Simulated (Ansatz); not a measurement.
**Run report: MoTe2, geometry relaxation (part 2 of 2)**

MoTe2 (6 atoms in the cell); DFT PBE, scalar-relativistic, plane waves, PAW, no spin polarisation (Ansatz 0.2.0); cutoff 420 eV, 12×12×2 k-mesh, Gaussian smearing of 0.02 eV. The structure derives from a Materials Project entry.

Geometry of the input (Å; fractional positions):
```
3.5657  0.0000  0.0000
-1.7828  3.0879  0.0000
0.0000  0.0000  14.6478
Te 0.3333  0.6667  0.6278
Te 0.6667  0.3333  0.1278
Te 0.6667  0.3333  0.3722
Te 0.3333  0.6667  0.8722
Mo 0.3333  0.6667  0.2500
Mo 0.6667  0.3333  0.7500
```

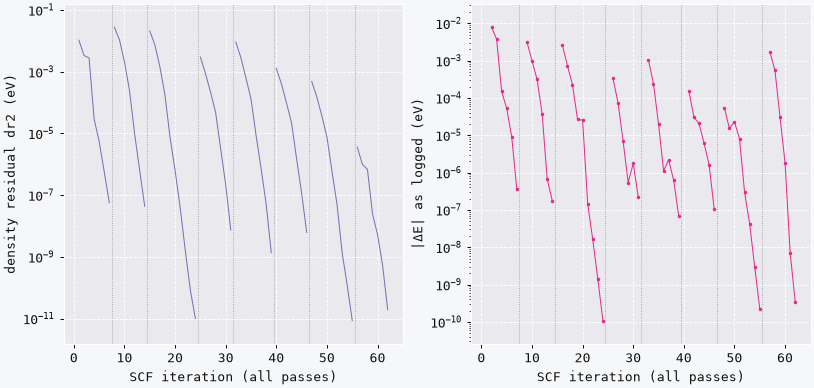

Fig. 1: Convergence of the self-consistent field: density residual dr2 and size of the energy change against the SCF iteration. The dotted lines part the SCF passes of the relaxation: geometry steps, rejected trials and re-solves on a re-selected basis. The 8 passes take 7 to 10 iterations each, 62 in all.

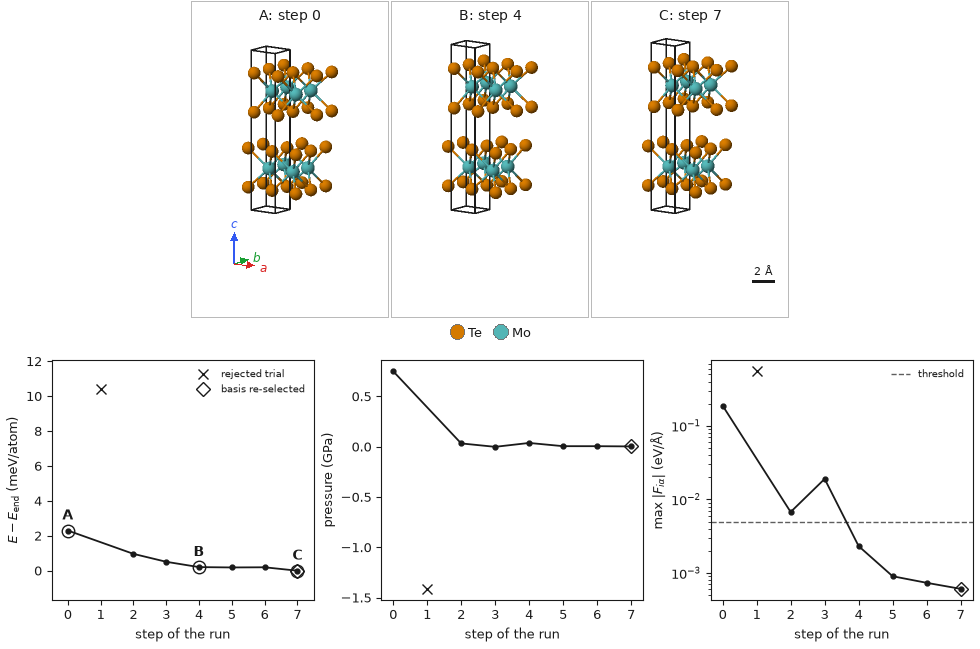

Fig. 2: Frames of the relaxation (ball-and-stick view of the cell of the calculation, repeated 2 × 2 × 1, with bonded neighbours outside it, seen slightly off an axis) above the curves, on which the letters mark them (the first geometry is step 0 here and step 1 in the log).

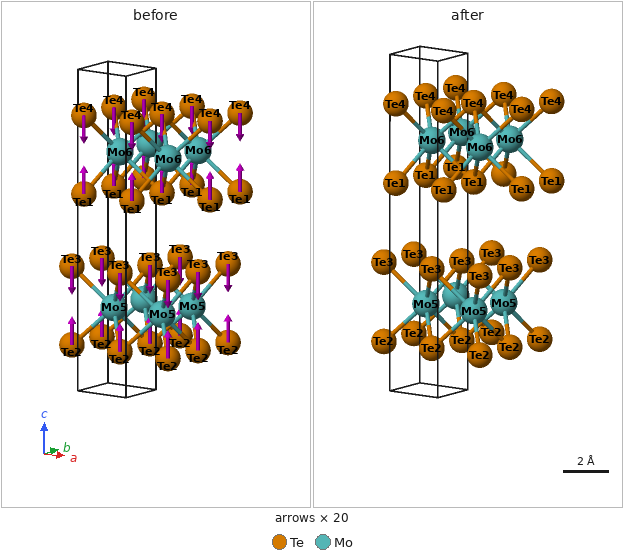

Fig. 3: Before (left) and after (right) the relaxation, at one scale (ball-and-stick view of the cell of the calculation, repeated 2 × 2 × 1, with bonded neighbours outside it, seen slightly off an axis). The pink arrows give the displacements (without the part carried along by the change of the cell), magnified 20 times. The largest moves relative to the cell, 0.065 Å, are those of Te1, Te2, Te3 and Te4. Mo stays in place. Cell: a = b 3.566 → 3.557 Å (−0.3 %), c 14.648 → 15.332 Å (+4.7 %). Volume +4.1 %. Among the contacts that change: Te1–Mo6 2.728 → 2.736 Å. The space group stays P6_3/mmc (No. 194). After 6 geometry steps the energy has fallen by 2.1 meV per atom. Largest force component: 0.19 eV/Å at the start, 0.00061 eV/Å at the end. Pressure: 0.75 GPa at the start and 0.00 GPa at the end. The line search rejected the trial step at point 1 (counted from 0) and went back. A last SCF at the same geometry on a re-selected plane-wave basis shifts the energy by −0.2 meV per atom. (Atoms are counted from 1 in the order of the input.)

```
basis re-selected at this cell: Δ(F+E_penalty+E_count) = -1.176e-3 eV, ΔP = -0.002 GPa vs the last step (what re-selecting the basis moved, of the pressure what is left beyond the Pulay correction that the steps carried, after the strain that the cell walked since its last selection, with what the two solves' SCF thresholds leave and, on support functions, any second-order correction that the steps lacked; it is no measure of the basis error at this ecutwfc). The dense FFT grid was sized anew with the basis: this SCF ran on 24×24×108 points, the steps before it on 24×24×100, so part of this shift can come from that change (see relax.cell in the input reference). This SCF's stress stands 7.29e-3 GPa from its target on what of the cell is left free (relax.cell.stress_tol is 5.00e-2 GPa) and its largest allowed force component is 6.11e-4 eV/Å (relax.f_tol is 5.00e-3 eV/Å): within both
SCF converged after 7 iterations
Free energy (F): -37833.483207 eV
Harris-Foulkes:  -37833.483207 eV  (|F-HF|=1.09e-10)
Internal energy: -37833.483207 eV  (E = F + TS)
E sigma→0 (E₀):  -37833.483207 eV
Fermi energy:    11.003310 eV
--- Per-component energies (eV) ---
  E_band       = -1311.275650
  E_kinetic    = 1605.465881
  E_local      = -9257.149785  (includes V_loc(G=0)·N_el)
  E_nonlocal   = -952.869250
  E_hartree    = 4989.052178
  E_xc         = -864.039046
  E_vxc        = -874.530287  (∫ρ·V_xc dr)
  E_paw        = -25053.801225  (= ΣΔE_a)
  E_vpaw       = -1810.296173  (= ΣTr[D̂ρ^β])
  E_aug_tail   = -0.000677  (compensation charges beyond the density's cutoff)
  E_ewald      = -8300.141282
  E_smearing   = -0.000000  (= −TS)
  E_closure    = -0.000000  (closes the sum)
  Σ components = -37833.483207   (vs F -37833.483207, Δ=0.00e0)
--- Forces (eV/Å), atoms counted from 1 ---
  atom   1  Te     0.00000000    -0.00000000    -0.00061055
  atom   2  Te    -0.00000000     0.00000000    -0.00061055
  atom   3  Te    -0.00000000     0.00000000     0.00061055
  atom   4  Te     0.00000000    -0.00000000     0.00061055
  atom   5  Mo     0.00000000    -0.00000000     0.00000000
  atom   6  Mo    -0.00000000     0.00000000     0.00000000
  max |Σ_I F_I| component: 1.50e-17 eV/Å
--- Stress (GPa, compression-positive) ---
        0.001359      -0.000000       0.000000
       -0.000000       0.001359       0.000000
        0.000000       0.000000       0.007288
  P = ⅓ Tr σ = 0.0033 GPa (0.033 kbar)
--- Band table (eV; the first three rows and the last of 38) ---
  k-point 0: bands = ["-50.2374", "-50.2374", "-26.0592", "-26.0592", "-26.0591", "-26.0591", "-26.0489", "-26.0489", "-26.0489", "-26.0489", "-25.9918", "-25.9918", "-25.9917", "-25.9917", "-25.9814", "-25.9814", "-25.9813", "-25.9813", "-25.9684", "-25.9681", "-25.9598", "-25.9595", "-24.3790", "-24.3790", "-24.2546", "-24.2546", "-24.2546", "-24.2546", "-2.1251", "-2.0324", "-1.2270", "-1.0757", "5.2390", "5.8173", "8.0654", "8.8138", "8.8138", "8.8176", "8.8176", "9.5630", "9.5772", "9.5772", "9.5860", "9.5860", "9.7346", "10.3578", "13.4654", "13.4654", "13.5036", "13.5036", "13.7178", "13.7178", "13.7903", "13.7903", "15.6047", "16.6048"]
  k-point 1: bands = ["-50.2374", "-50.2374", "-26.0592", "-26.0592", "-26.0592", "-26.0592", "-26.0489", "-26.0489", "-26.0489", "-26.0489", "-25.9918", "-25.9918", "-25.9918", "-25.9918", "-25.9813", "-25.9813", "-25.9813", "-25.9813", "-25.9683", "-25.9683", "-25.9597", "-25.9597", "-24.3790", "-24.3790", "-24.2546", "-24.2546", "-24.2546", "-24.2546", "-2.0821", "-2.0821", "-1.1483", "-1.1483", "5.4910", "5.4910", "8.6765", "8.6765", "8.8157", "8.8157", "8.8157", "8.8157", "9.5816", "9.5816", "9.5816", "9.5816", "10.2133", "10.2133", "13.4818", "13.4818", "13.4818", "13.4818", "13.7567", "13.7567", "13.7567", "13.7567", "16.1627", "16.1627"]
  k-point 2: bands = ["-50.2369", "-50.2369", "-26.0585", "-26.0585", "-26.0577", "-26.0577", "-26.0499", "-26.0498", "-26.0477", "-26.0477", "-25.9924", "-25.9922", "-25.9921", "-25.9920", "-25.9831", "-25.9830", "-25.9815", "-25.9814", "-25.9679", "-25.9676", "-25.9591", "-25.9588", "-24.3748", "-24.3748", "-24.2630", "-24.2630", "-24.2561", "-24.2561", "-2.0317", "-1.9394", "-1.1605", "-1.0123", "5.3434", "5.9193", "7.9913", "8.6008", "8.6072", "8.8895", "8.8953", "9.0290", "9.4509", "9.4618", "9.5775", "9.7516", "9.9864", "10.3033", "13.1046", "13.1176", "13.2037", "13.2840", "13.5091", "13.5350", "13.5966", "13.5967", "15.9418", "17.0445"]
  k-point 37: bands = ["-50.2287", "-50.2287", "-26.0616", "-26.0616", "-26.0425", "-26.0425", "-26.0384", "-26.0384", "-26.0379", "-26.0379", "-26.0100", "-26.0100", "-25.9994", "-25.9994", "-25.9864", "-25.9864", "-25.9864", "-25.9864", "-25.9620", "-25.9620", "-25.9486", "-25.9486", "-24.3570", "-24.3570", "-24.3180", "-24.3180", "-24.3102", "-24.3102", "0.1334", "0.1334", "0.3607", "0.3607", "6.0146", "6.0146", "6.1431", "6.1431", "6.7111", "6.7111", "7.3787", "7.3787", "7.6956", "7.6956", "8.7132", "8.7132", "10.4467", "10.4467", "11.5292", "11.5292", "12.3067", "12.3067", "12.9251", "12.9251", "14.2856", "14.2856", "15.4951", "15.4951"]
--- Relaxed structure (7 steps of the walk, 6 accepted, 1 SCFs on fresh bases) ---
  F+E_penalty+E_count = -37833.48320651 eV   max|allowed force component| = 6.106e-4 eV/Å   (the final SCF, on the basis selected at the relaxed cell)
  cell:  # Å, volume = 167.9592 Å³
    - [3.5566633052093737, 2.8794647482876498e-11, -1.3456997353972242e-33]
    - [-1.778331652629624, 3.0801607750048468, 5.271735981181955e-34]
    - [-4.491630597436788e-33, -6.910200919133519e-34, 15.331610285189804]
  atoms:
    - { symbol: Te, position: [0.3333333333333334, 0.6666666666666669, 0.6320701687547174] }
    - { symbol: Te, position: [0.6666666666666667, 0.3333333333333334, 0.1320701687547175] }
    - { symbol: Te, position: [0.6666666666666667, 0.3333333333333334, 0.3679298312452825] }
    - { symbol: Te, position: [0.3333333333333334, 0.6666666666666669, 0.8679298312452828] }
    - { symbol: Mo, position: [0.3333333333333334, 0.6666666666666669, 0.25] }
    - { symbol: Mo, position: [0.6666666666666667, 0.3333333333333334, 0.7500000000000001] }
```

**Trajectory as extended XYZ (Å, eV, eV/Å), 8 frames, from step=1 to step=8**
```
6
Lattice="3.5657 0.0000 0.0000 -1.7828 3.0879 0.0000 0.0000 0.0000 14.6478" Properties=species:S:1:pos:R:3:forces:R:3 step=1 energy=-37833.46940 pressure_GPa=0.75
Te    0.0000    2.0586    9.1962    0.0000   0.0000  -0.1877
Te    1.7828    1.0293    1.8723    0.0000   0.0000  -0.1877
Te    1.7828    1.0293    5.4516    0.0000   0.0000   0.1877
Te    0.0000    2.0586   12.7755    0.0000   0.0000   0.1877
Mo    0.0000    2.0586    3.6619    0.0000   0.0000   0.0000
Mo    1.7828    1.0293   10.9858    0.0000   0.0000   0.0000
6
Lattice="3.5295 0.0000 0.0000 -1.7647 3.0566 0.0000 0.0000 0.0000 14.8565" Properties=species:S:1:pos:R:3:forces:R:3 step=2 energy=-37833.42087 pressure_GPa=-1.41 accepted=F
Te    0.0000    2.0377    9.2810    0.0000   0.0000   0.5522
Te    1.7647    1.0189    1.8528    0.0000   0.0000   0.5522
Te    1.7647    1.0189    5.5755    0.0000   0.0000  -0.5522
Te    0.0000    2.0377   13.0037    0.0000   0.0000  -0.5522
Mo    0.0000    2.0377    3.7141    0.0000   0.0000   0.0000
Mo    1.7647    1.0189   11.1424    0.0000   0.0000   0.0000
6
Lattice="3.5614 0.0000 0.0000 -1.7807 3.0842 0.0000 0.0000 0.0000 14.7493" Properties=species:S:1:pos:R:3:forces:R:3 step=3 energy=-37833.47742 pressure_GPa=0.03
Te    0.0000    2.0561    9.2561    0.0000   0.0000   0.0068
Te    1.7807    1.0281    1.8815    0.0000   0.0000   0.0068
Te    1.7807    1.0281    5.4932    0.0000   0.0000  -0.0068
Te    0.0000    2.0561   12.8678    0.0000   0.0000  -0.0068
Mo    0.0000    2.0561    3.6873    0.0000   0.0000   0.0000
Mo    1.7807    1.0281   11.0620    0.0000   0.0000   0.0000
6
Lattice="3.5581 0.0000 0.0000 -1.7791 3.0814 0.0000 0.0000 0.0000 14.9119" Properties=species:S:1:pos:R:3:forces:R:3 step=4 energy=-37833.48014 pressure_GPa=-0.00
Te    0.0000    2.0543    9.3755    0.0000   0.0000   0.0190
Te    1.7791    1.0271    1.9196    0.0000   0.0000   0.0190
Te    1.7791    1.0271    5.5364    0.0000   0.0000  -0.0190
Te    0.0000    2.0543   12.9924    0.0000   0.0000  -0.0190
Mo    0.0000    2.0543    3.7280    0.0000   0.0000   0.0000
Mo    1.7791    1.0271   11.1840    0.0000   0.0000   0.0000
6
Lattice="3.5570 0.0000 0.0000 -1.7785 3.0804 0.0000 0.0000 0.0000 15.1650" Properties=species:S:1:pos:R:3:forces:R:3 step=5 energy=-37833.48197 pressure_GPa=0.04
Te    0.0000    2.0536    9.5661    0.0000   0.0000  -0.0023
Te    1.7785    1.0268    1.9836    0.0000   0.0000  -0.0023
Te    1.7785    1.0268    5.5989    0.0000   0.0000   0.0023
Te    0.0000    2.0536   13.1814    0.0000   0.0000   0.0023
Mo    0.0000    2.0536    3.7912    0.0000   0.0000   0.0000
Mo    1.7785    1.0268   11.3737    0.0000   0.0000   0.0000
6
Lattice="3.5568 0.0000 0.0000 -1.7784 3.0803 0.0000 0.0000 0.0000 15.2699" Properties=species:S:1:pos:R:3:forces:R:3 step=6 energy=-37833.48209 pressure_GPa=0.01
Te    0.0000    2.0535    9.6444    0.0000   0.0000   0.0009
Te    1.7784    1.0268    2.0094    0.0000   0.0000   0.0009
Te    1.7784    1.0268    5.6255    0.0000   0.0000  -0.0009
Te    0.0000    2.0535   13.2605    0.0000   0.0000  -0.0009
Mo    0.0000    2.0535    3.8175    0.0000   0.0000   0.0000
Mo    1.7784    1.0268   11.4525    0.0000   0.0000   0.0000
6
Lattice="3.5567 0.0000 0.0000 -1.7783 3.0802 0.0000 0.0000 0.0000 15.3316" Properties=species:S:1:pos:R:3:forces:R:3 step=7 energy=-37833.48203 pressure_GPa=0.01
Te    0.0000    2.0534    9.6907    0.0000   0.0000  -0.0007
Te    1.7783    1.0267    2.0248    0.0000   0.0000  -0.0007
Te    1.7783    1.0267    5.6410    0.0000   0.0000   0.0007
Te    0.0000    2.0534   13.3068    0.0000   0.0000   0.0007
Mo    0.0000    2.0534    3.8329    0.0000   0.0000   0.0000
Mo    1.7783    1.0267   11.4987    0.0000   0.0000   0.0000
6
Lattice="3.5567 0.0000 0.0000 -1.7783 3.0802 0.0000 0.0000 0.0000 15.3316" Properties=species:S:1:pos:R:3:forces:R:3 step=8 energy=-37833.48321 pressure_GPa=0.00
Te    0.0000    2.0534    9.6907    0.0000   0.0000  -0.0006
Te    1.7783    1.0267    2.0248    0.0000   0.0000  -0.0006
Te    1.7783    1.0267    5.6410    0.0000   0.0000   0.0006
Te    0.0000    2.0534   13.3068    0.0000   0.0000   0.0006
Mo    0.0000    2.0534    3.8329    0.0000   0.0000   0.0000
Mo    1.7783    1.0267   11.4987    0.0000   0.0000   0.0000
```

**Summary**

```json
{"quantity": "outcome", "value": "converged"}
{"quantity": "space group (tolerance 0.01 Å)", "value": "P6₃/mmc (194)"}
{"quantity": "electrons treated", "value": "92"}
{"quantity": "free energy", "value": "−37833.4832 eV"}
{"quantity": "Fermi energy", "value": "11.003 eV"}
{"quantity": "gap on the k-point mesh", "value": "1.02 eV"}
{"quantity": "pressure", "value": "0.00 GPa"}
{"quantity": "final volume", "value": "167.96 Å³"}
{"quantity": "largest force (length of the vector) at the end", "value": "0.001 eV/Å"}
{"quantity": "final cell", "value": "a = 3.557 Å, b = 3.557 Å, c = 15.332 Å, α = 90.00°, β = 90.00°, γ = 120.00°"}
{"quantity": "wall time", "value": "45 s (CPU time 2.8 min)"}
{"quantity": "peak memory", "value": "0.75 GiB"}
```
